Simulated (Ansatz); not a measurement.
Geometry relaxation of GaN (part 2 of 2)

Continued. System: GaN (P6₃mc, 4 atoms in the cell). Method: DFT, PBE, plane waves, PAW, no spin polarisation (Ansatz 0.2.0); cutoff 420 eV, 12×12×6 k-mesh, Gaussian smearing of 0.02 eV. The structure derives from a Materials Project entry. Some settings of this run were made unusual or wrong on purpose.

Geometry of the input (Å; fractional positions):
```
3.1889  0.0000  0.0000
-1.5945  2.7617  0.0000
0.0000  0.0000  5.1924
Ga 0.6667  0.3333  0.4991
Ga 0.3333  0.6667  0.9991
N  0.6667  0.3333  0.8759
N  0.3333  0.6667  0.3759
```

The program's output, continued:
```
SCF iter   1: F=—  HF=-8335.837548 eV  |F-HF|=—  |Δ(HF+E_count)|=         —  Δρ=7.69e-6  dr2=1.25e-8  ethr=2.24e-8  ⟨swp⟩=3.1  Hψ=11927  notcnv=0
SCF iter   2: F=—  HF=-8335.837557 eV  |F-HF|=—  |Δ(HF+E_count)|=   8.53e-6  Δρ=7.65e-6  dr2=1.24e-8  ethr=3.48e-11  ⟨swp⟩=2.0  Hψ=3025  notcnv=0
SCF iter   3: F=—  HF=-8335.837557 eV  |F-HF|=—  |Δ(HF+E_count)|=  3.49e-10  Δρ=7.56e-6  dr2=1.21e-8  ethr=3.44e-11  ⟨swp⟩=1.0  Hψ=1672  notcnv=0
SCF iter   4: F=—  HF=-8335.837557 eV  |F-HF|=—  |Δ(HF+E_count)|=  3.31e-10  Δρ=7.49e-6  dr2=1.18e-8  ethr=3.35e-11  ⟨swp⟩=1.0  Hψ=1672  notcnv=0
SCF iter   5: F=—  HF=-8335.837557 eV  |F-HF|=—  |Δ(HF+E_count)|=  3.18e-10  Δρ=7.41e-6  dr2=1.15e-8  ethr=3.27e-11  ⟨swp⟩=1.0  Hψ=1672  notcnv=0
SCF iter   6: F=—  HF=-8335.837557 eV  |F-HF|=—  |Δ(HF+E_count)|=  3.09e-10  Δρ=7.33e-6  dr2=1.12e-8  ethr=3.18e-11  ⟨swp⟩=1.0  Hψ=1672  notcnv=0
SCF iter   7: F=—  HF=-8335.837557 eV  |F-HF|=—  |Δ(HF+E_count)|=  2.91e-10  Δρ=7.26e-6  dr2=1.09e-8  ethr=3.10e-11  ⟨swp⟩=1.0  Hψ=1672  notcnv=0
SCF iter   8: F=—  HF=-8335.837557 eV  |F-HF|=—  |Δ(HF+E_count)|=  2.91e-10  Δρ=7.18e-6  dr2=1.06e-8  ethr=3.03e-11  ⟨swp⟩=1.0  Hψ=1672  notcnv=0
SCF iter   9: F=—  HF=-8335.837557 eV  |F-HF|=—  |Δ(HF+E_count)|=  2.76e-10  Δρ=7.11e-6  dr2=1.04e-8  ethr=2.95e-11  ⟨swp⟩=1.0  Hψ=1672  notcnv=0
SCF iter  10: F=—  HF=-8335.837557 eV  |F-HF|=—  |Δ(HF+E_count)|=  2.69e-10  Δρ=7.04e-6  dr2=1.01e-8  ethr=2.88e-11  ⟨swp⟩=1.0  Hψ=1672  notcnv=0
SCF iter  11: F=—  HF=-8335.837557 eV  |F-HF|=—  |Δ(HF+E_count)|=  2.62e-10  Δρ=6.96e-6  dr2=9.84e-9  ethr=2.80e-11  ⟨swp⟩=1.0  Hψ=1672  notcnv=0
SCF iter  12: F=—  HF=-8335.837557 eV  |F-HF|=—  |Δ(HF+E_count)|=  2.51e-10  Δρ=6.89e-6  dr2=9.60e-9  ethr=2.73e-11  ⟨swp⟩=1.0  Hψ=1672  notcnv=0
SCF iter  13: F=—  HF=-8335.837557 eV  |F-HF|=—  |Δ(HF+E_count)|=  2.44e-10  Δρ=6.82e-6  dr2=9.36e-9  ethr=2.67e-11  ⟨swp⟩=1.0  Hψ=1672  notcnv=0
SCF iter  14: F=—  HF=-8335.837557 eV  |F-HF|=—  |Δ(HF+E_count)|=  2.36e-10  Δρ=6.75e-6  dr2=9.12e-9  ethr=2.60e-11  ⟨swp⟩=1.0  Hψ=1672  notcnv=0
SCF iter  15: F=—  HF=-8335.837557 eV  |F-HF|=—  |Δ(HF+E_count)|=  2.27e-10  Δρ=6.69e-6  dr2=8.90e-9  ethr=2.53e-11  ⟨swp⟩=1.0  Hψ=1672  notcnv=0
SCF iter  16: F=—  HF=-8335.837557 eV  |F-HF|=—  |Δ(HF+E_count)|=  2.16e-10  Δρ=6.62e-6  dr2=8.67e-9  ethr=2.47e-11  ⟨swp⟩=1.0  Hψ=1672  notcnv=0
SCF iter  17: F=—  HF=-8335.837557 eV  |F-HF|=—  |Δ(HF+E_count)|=  2.11e-10  Δρ=6.55e-6  dr2=8.46e-9  ethr=2.41e-11  ⟨swp⟩=1.0  Hψ=1672  notcnv=0
SCF iter  18: F=—  HF=-8335.837557 eV  |F-HF|=—  |Δ(HF+E_count)|=  2.07e-10  Δρ=6.49e-6  dr2=8.25e-9  ethr=2.35e-11  ⟨swp⟩=1.0  Hψ=1672  notcnv=0
SCF iter  19: F=—  HF=-8335.837557 eV  |F-HF|=—  |Δ(HF+E_count)|=  1.93e-10  Δρ=6.42e-6  dr2=8.04e-9  ethr=2.29e-11  ⟨swp⟩=1.0  Hψ=1672  notcnv=0
SCF iter  20: F=—  HF=-8335.837557 eV  |F-HF|=—  |Δ(HF+E_count)|=  1.96e-10  Δρ=6.36e-6  dr2=7.84e-9  ethr=2.23e-11  ⟨swp⟩=1.0  Hψ=1672  notcnv=0
SCF iter  21: F=—  HF=-8335.837557 eV  |F-HF|=—  |Δ(HF+E_count)|=  1.84e-10  Δρ=6.29e-6  dr2=7.64e-9  ethr=2.18e-11  ⟨swp⟩=1.0  Hψ=1672  notcnv=0
SCF iter  22: F=—  HF=-8335.837557 eV  |F-HF|=—  |Δ(HF+E_count)|=  1.76e-10  Δρ=6.23e-6  dr2=7.45e-9  ethr=2.12e-11  ⟨swp⟩=1.0  Hψ=1672  notcnv=0
SCF iter  23: F=—  HF=-8335.837557 eV  |F-HF|=—  |Δ(HF+E_count)|=  1.71e-10  Δρ=6.17e-6  dr2=7.27e-9  ethr=2.07e-11  ⟨swp⟩=1.0  Hψ=1672  notcnv=0
SCF iter  24: F=—  HF=-8335.837557 eV  |F-HF|=—  |Δ(HF+E_count)|=  1.64e-10  Δρ=6.11e-6  dr2=7.09e-9  ethr=2.02e-11  ⟨swp⟩=1.0  Hψ=1672  notcnv=0
SCF iter  25: F=—  HF=-8335.837557 eV  |F-HF|=—  |Δ(HF+E_count)|=  1.58e-10  Δρ=6.05e-6  dr2=6.91e-9  ethr=1.97e-11  ⟨swp⟩=1.0  Hψ=1672  notcnv=0
SCF iter  26: F=—  HF=-8335.837557 eV  |F-HF|=—  |Δ(HF+E_count)|=  1.55e-10  Δρ=5.99e-6  dr2=6.74e-9  ethr=1.92e-11  ⟨swp⟩=1.0  Hψ=1672  notcnv=0
SCF iter  27: F=—  HF=-8335.837557 eV  |F-HF|=—  |Δ(HF+E_count)|=  1.47e-10  Δρ=5.93e-6  dr2=6.57e-9  ethr=1.87e-11  ⟨swp⟩=1.0  Hψ=1672  notcnv=0
SCF iter  28: F=—  HF=-8335.837557 eV  |F-HF|=—  |Δ(HF+E_count)|=  1.44e-10  Δρ=5.88e-6  dr2=6.41e-9  ethr=1.83e-11  ⟨swp⟩=1.0  Hψ=1672  notcnv=0
SCF iter  29: F=—  HF=-8335.837557 eV  |F-HF|=—  |Δ(HF+E_count)|=  1.35e-10  Δρ=5.82e-6  dr2=6.25e-9  ethr=1.78e-11  ⟨swp⟩=1.0  Hψ=1672  notcnv=0
SCF iter  30: F=—  HF=-8335.837557 eV  |F-HF|=—  |Δ(HF+E_count)|=  1.31e-10  Δρ=5.76e-6  dr2=6.09e-9  ethr=1.74e-11  ⟨swp⟩=1.0  Hψ=1672  notcnv=0
SCF iter  31: F=—  HF=-8335.837557 eV  |F-HF|=—  |Δ(HF+E_count)|=  1.27e-10  Δρ=5.71e-6  dr2=5.94e-9  ethr=1.69e-11  ⟨swp⟩=1.0  Hψ=3648  notcnv=0
Mixer restart at iter 31: flushing history
iteration 31: the SCF's residuals had fallen too slowly under its mixing. It goes on by minimising its free energy, and can end on another state than longer mixing would; under `scf.algorithm: density_mixing` no SCF does so, but by `scf.convergence.dm_fallback`
SCF iter  32: F=—  HF=-8335.837557 eV  |F-HF|=—  |Δ(HF+E_count)|=   1.97e-8  Δρ=7.16e-6  dr2=1.22e-8  ethr=1.65e-11  ⟨swp⟩=1.5  Hψ=9918  notcnv=0
SCF iter  33: F=—  HF=-8335.837557 eV  |F-HF|=—  |Δ(HF+E_count)|=   1.62e-8  Δρ=1.16e-6  dr2=7.83e-10  ethr=1.65e-11  ⟨swp⟩=1.0  Hψ=3648  notcnv=0
SCF iter  34: F=—  HF=-8335.837557 eV  |F-HF|=—  |Δ(HF+E_count)|=  2.36e-10  Δρ=3.07e-7  dr2=3.32e-11  ethr=1.00e-12  ⟨swp⟩=3.0  Hψ=6456  notcnv=0
SCF iter  35: F=-8335.837557 eV  HF=-8335.837557 eV  |F-HF|=0.00e0  |Δ(HF+E_count)|=  1.46e-11  Δρ=3.51e-8  dr2=4.29e-13  ethr=1.00e-12  ⟨swp⟩=3.0  Hψ=5489  notcnv=0
SCF iter  36: F=-8335.837557 eV  HF=-8335.837557 eV  |F-HF|=5.46e-12  |Δ(HF+E_count)|=  3.64e-12  Δρ=3.30e-8  dr2=4.12e-13  ethr=1.00e-12  ⟨swp⟩=3.0  Hψ=5434  notcnv=0
SCF 7 converged in 36 iterations: F = -8335.837557 eV  dr2 = 4.12e-13
relax step   7: F+E_penalty+E_count = -8335.83755674 eV  Δ(F+E_penalty+E_count) = -1.275e-4 eV  max|allowed force component| = 2.490e-4 eV/Å  Δτ_max = 0.0000 Å  P = +0.006 GPa  Ω = 47.032 Å³  stress off target by 5.90e-3 GPa  SCF on the basis re-selected at this cell (its energy is not comparable with the rows above)  (36 SCF iters)
```

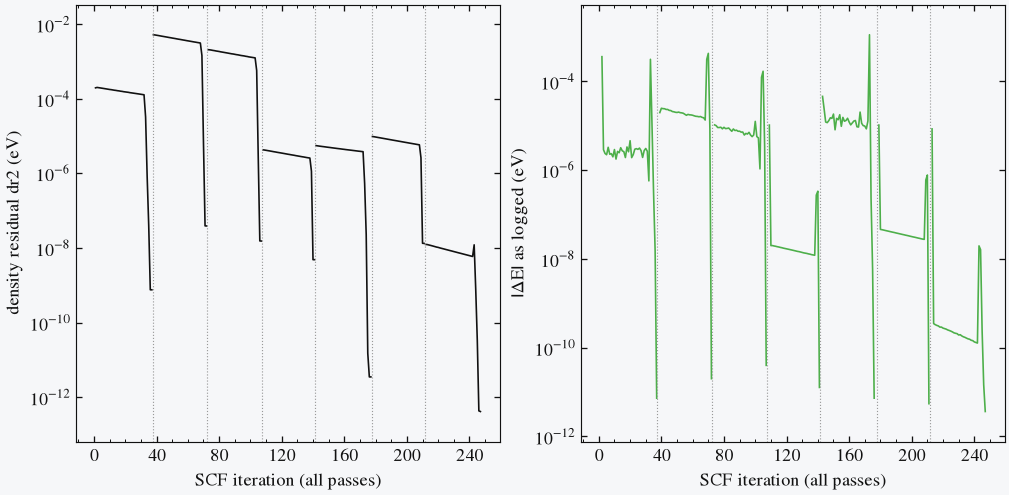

**Figure 1.** Convergence of the self-consistent field: density residual dr2 and size of the energy change against the SCF iteration. The dotted lines part the SCF passes of the relaxation: geometry steps, rejected trials and re-solves on a re-selected basis. The 7 passes take 34 to 37 iterations each, 247 in all.

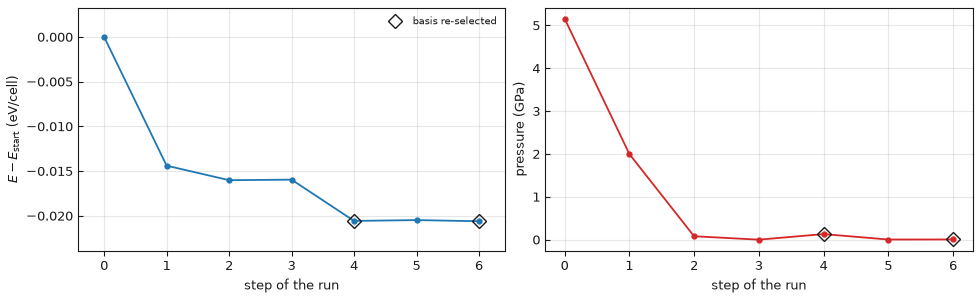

**Figure 2.** Progress of the relaxation, step by step (the first geometry is step 0 here and step 1 in the log).

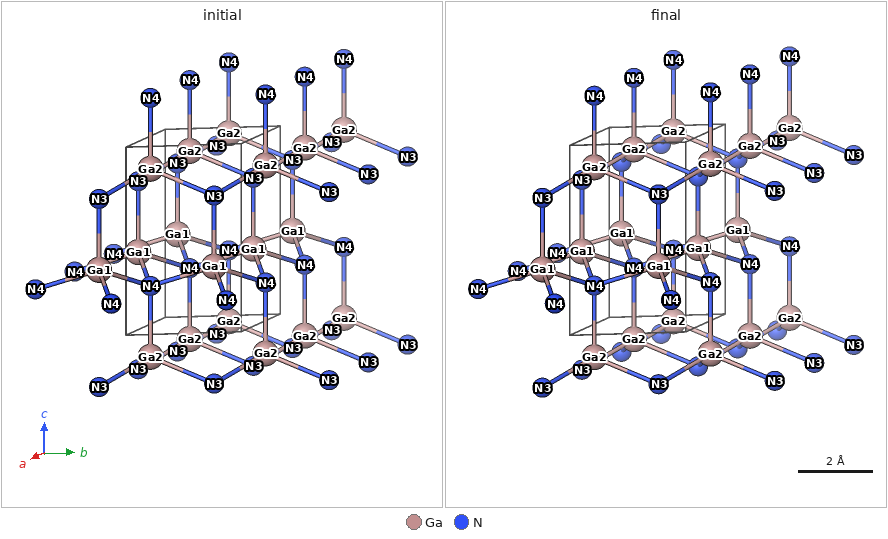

**Figure 3.** Before (left) and after (right) the relaxation, at one scale (ball-and-stick view of the cell of the calculation, repeated 3 × 2 × 1, with bonded neighbours outside it, seen slightly off an axis). No atom moves by more than 0.005 Å relative to the cell. The volume changes by +2.9 %, with a = b 3.189 → 3.218 Å (+0.9 %), c 5.192 → 5.243 Å (+1.0 %). Among the contacts that change: Ga1–N3 1.957 → 1.975 Å, Ga1–N4 1.949 → 1.967 Å. The space group stays P6_3mc (No. 186). The energy falls by 20.5 meV per cell of the calculation in 4 geometry steps. The largest force component goes from 0.006 to 0.00025 eV/Å. Pressure: 5.16 GPa at the start and 0.01 GPa at the end. The basis was re-selected once at an unchanged geometry, which shifts the energy a little without any move. The energy change given includes the shifts at the re-selections in mid-walk, which come without any move. A last SCF at the same geometry on a re-selected plane-wave basis shifts the energy by −0.1 meV per cell of the calculation. (Atoms are counted from 1 in the order of the input.)

```
basis re-selected at this cell: Δ(F+E_penalty+E_count) = -1.275e-4 eV, ΔP = +0.002 GPa vs the last step (what re-selecting the basis moved, of the pressure what is left beyond the Pulay correction that the steps carried, after the strain that the cell walked since its last selection, with what the two solves' SCF thresholds leave and, on support functions, any second-order correction that the steps lacked; it is no measure of the basis error at this ecutwfc). This SCF's stress stands 5.90e-3 GPa from its target on what of the cell is left free (relax.cell.stress_tol is 5.00e-2 GPa) and its largest allowed force component is 2.49e-4 eV/Å (relax.f_tol is 5.00e-3 eV/Å): within both
SCF converged after 36 iterations
Free energy (F): -8335.837557 eV
Harris-Foulkes:  -8335.837557 eV  (|F-HF|=5.46e-12)
Internal energy: -8335.837557 eV  (E = F + TS)
E sigma→0 (E₀):  -8335.837557 eV
Fermi energy:    10.116290 eV
--- Per-component energies (eV) ---
  E_band       = -24.095244
  E_kinetic    = 492.182663
  E_local      = -3949.661356  (includes V_loc(G=0)·N_el)
  E_nonlocal   = 948.674505
  E_hartree    = 1813.653570
  E_xc         = -256.803739
  E_vxc        = -267.226304  (∫ρ·V_xc dr)
  E_paw        = -4240.955498  (= ΣΔE_a)
  E_vpaw       = -875.372025  (= ΣTr[D̂ρ^β])
  E_aug_tail   = 0.000157  (compensation charges beyond the density's cutoff)
  E_ewald      = -3142.927858
  E_smearing   = -0.000000  (= −TS)
  E_closure    = 0.000000  (closes the sum)
  Σ components = -8335.837557   (vs F -8335.837557, Δ=0.00e0)
--- Forces (eV/Å), atoms counted from 1 ---
  atom   1  Ga     0.00000000     0.00000000     0.00024887
  atom   2  Ga     0.00000000    -0.00000000     0.00024887
  atom   3  N     -0.00000000     0.00000000    -0.00024917
  atom   4  N      0.00000000    -0.00000000    -0.00024917
  max |Σ_I F_I| component: 5.99e-7 eV/Å
--- Stress (GPa, compression-positive) ---
        0.005900       0.000000      -0.000000
        0.000000       0.005900       0.000000
       -0.000000       0.000000       0.005202
  P = ⅓ Tr σ = 0.0057 GPa (0.057 kbar)
--- Band table (eV; the first three rows and the last of 76) ---
  k-point 0: bands = ["-6.4723", "-5.6706", "-4.2031", "-4.1891", "-4.1891", "-4.1338", "-4.1338", "-3.9607", "-3.9607", "-3.8713", "-3.8713", "-2.6168", "2.4007", "8.2654", "8.2654", "9.2249", "9.2610", "9.2610", "10.9714", "13.3283", "18.2816", "18.9971"]
  k-point 1: bands = ["-6.3970", "-5.6948", "-4.1878", "-4.1878", "-4.1782", "-4.1397", "-4.1397", "-3.9525", "-3.9525", "-3.8753", "-3.8753", "-2.8768", "2.8722", "8.3290", "8.3290", "8.3976", "9.1915", "9.1915", "11.6777", "13.3825", "18.0913", "19.0313"]
  k-point 2: bands = ["-6.1994", "-5.7836", "-4.1822", "-4.1822", "-4.1542", "-4.1542", "-4.0782", "-3.9320", "-3.9320", "-3.8877", "-3.8877", "-3.3963", "4.0206", "6.9833", "8.5048", "8.5048", "9.0031", "9.0031", "12.6722", "13.4691", "17.6991", "18.1315"]
  k-point 75: bands = ["-5.5214", "-5.5214", "-4.0785", "-4.0785", "-4.0652", "-4.0652", "-3.9408", "-3.9408", "-3.9187", "-3.9187", "-2.1841", "-2.1841", "3.2344", "3.2344", "5.2243", "5.2243", "7.8417", "7.8417", "15.4889", "15.4889", "16.5098", "16.5098"]
--- Relaxed structure (5 steps of the walk, 5 accepted, 2 SCFs on fresh bases) ---
  F+E_penalty+E_count = -8335.83755674 eV   max|allowed force component| = 2.490e-4 eV/Å   (the final SCF, on the basis selected at the relaxed cell)
  cell:  # Å, volume = 47.0321 Å³
    - [3.218368929604303, 0.0, -1.8605979569877155e-34]
    - [-1.6091844648021516, 2.787189251787858, 6.824028097275827e-35]
    - [-3.0295077266592716e-34, -4.66078111793734e-35, 5.243153179429239]
  atoms:
    - { symbol: Ga, position: [0.6666666666666666, 0.3333333333333333, 0.49913358479003384] }
    - { symbol: Ga, position: [0.3333333333333333, 0.6666666666666666, 0.9991335847900339] }
    - { symbol: N, position: [0.6666666666666666, 0.3333333333333333, 0.8758664152099662] }
    - { symbol: N, position: [0.3333333333333333, 0.6666666666666666, 0.3758664152099663] }
```

Trajectory as extended XYZ (Å, eV, eV/Å), 7 frames, from step=1 to step=7:
```
4
Lattice="3.1889 0.0000 0.0000 -1.5945 2.7617 0.0000 0.0000 0.0000 5.1924" Properties=species:S:1:pos:R:3:forces:R:3 step=1 energy=-8335.81695 pressure_GPa=5.16
Ga    1.5945    0.9206    2.5914    0.0000   0.0000   0.0059
Ga    0.0000    1.8411    5.1876    0.0000   0.0000   0.0059
N     1.5945    0.9206    4.5481    0.0000   0.0000  -0.0060
N     0.0000    1.8411    1.9519    0.0000   0.0000  -0.0060
4
Lattice="3.2055 0.0000 0.0000 -1.6027 2.7760 0.0000 0.0000 0.0000 5.2239" Properties=species:S:1:pos:R:3:forces:R:3 step=2 energy=-8335.83134 pressure_GPa=2.00
Ga    1.6027    0.9253    2.6076    0.0000   0.0000   0.0010
Ga    0.0000    1.8507    5.2195    0.0000   0.0000   0.0010
N     1.6027    0.9253    4.5752    0.0000   0.0000  -0.0009
N     0.0000    1.8507    1.9633    0.0000   0.0000  -0.0009
4
Lattice="3.2174 0.0000 0.0000 -1.6087 2.7863 0.0000 0.0000 0.0000 5.2403" Properties=species:S:1:pos:R:3:forces:R:3 step=3 energy=-8335.83297 pressure_GPa=0.08
Ga    1.6087    0.9288    2.6156    0.0000   0.0000  -0.0015
Ga    0.0000    1.8575    5.2357    0.0000   0.0000  -0.0015
N     1.6087    0.9288    4.5898    0.0000   0.0000   0.0015
N     0.0000    1.8575    1.9696    0.0000   0.0000   0.0015
4
Lattice="3.2176 0.0000 0.0000 -1.6088 2.7865 0.0000 0.0000 0.0000 5.2418" Properties=species:S:1:pos:R:3:forces:R:3 step=4 energy=-8335.83291 pressure_GPa=0.00
Ga    1.6088    0.9288    2.6164    0.0000   0.0000  -0.0009
Ga    0.0000    1.8577    5.2374    0.0000   0.0000  -0.0009
N     1.6088    0.9288    4.5911    0.0000   0.0000   0.0009
N     0.0000    1.8577    1.9702    0.0000   0.0000   0.0009
4
Lattice="3.2176 0.0000 0.0000 -1.6088 2.7865 0.0000 0.0000 0.0000 5.2418" Properties=species:S:1:pos:R:3:forces:R:3 step=5 energy=-8335.83752 pressure_GPa=0.13
Ga    1.6088    0.9288    2.6164    0.0000   0.0000  -0.0010
Ga    0.0000    1.8577    5.2374    0.0000   0.0000  -0.0010
N     1.6088    0.9288    4.5911    0.0000   0.0000   0.0010
N     0.0000    1.8577    1.9702    0.0000   0.0000   0.0010
4
Lattice="3.2184 0.0000 0.0000 -1.6092 2.7872 0.0000 0.0000 0.0000 5.2432" Properties=species:S:1:pos:R:3:forces:R:3 step=6 energy=-8335.83743 pressure_GPa=0.00
Ga    1.6092    0.9291    2.6170    0.0000   0.0000   0.0002
Ga    0.0000    1.8581    5.2386    0.0000   0.0000   0.0002
N     1.6092    0.9291    4.5923    0.0000   0.0000  -0.0002
N     0.0000    1.8581    1.9707    0.0000   0.0000  -0.0002
4
Lattice="3.2184 0.0000 0.0000 -1.6092 2.7872 0.0000 0.0000 0.0000 5.2432" Properties=species:S:1:pos:R:3:forces:R:3 step=7 energy=-8335.83756 pressure_GPa=0.01
Ga    1.6092    0.9291    2.6170    0.0000   0.0000   0.0002
Ga    0.0000    1.8581    5.2386    0.0000   0.0000   0.0002
N     1.6092    0.9291    4.5923    0.0000   0.0000  -0.0002
N     0.0000    1.8581    1.9707    0.0000   0.0000  -0.0002
```

What the run reported:

- outcome: converged
- space group (tolerance 0.01 Å): P6₃mc (186)
- electrons treated: 36
- free energy: −8335.8376 eV
- Fermi energy: 10.116 eV
- gap on the k-point mesh: 1.71 eV
- pressure: 0.01 GPa
- final volume: 47.03 Å³
- largest force (length of the vector) at the end: under 0.001 eV/Å
- final cell: a = 3.218 Å, b = 3.218 Å, c = 5.243 Å, α = 90.00°, β = 90.00°, γ = 120.00°
- wall time: 3.4 min (CPU time 7.6 min)
- peak memory: 0.56 GiB

Remarks:

A setting was made wrong on purpose: mixing far too weak (`scf.mixing`). The run converged; whether the setting changed the result can't be told without a sound run beside it. The electronic state found may not be the lowest one.
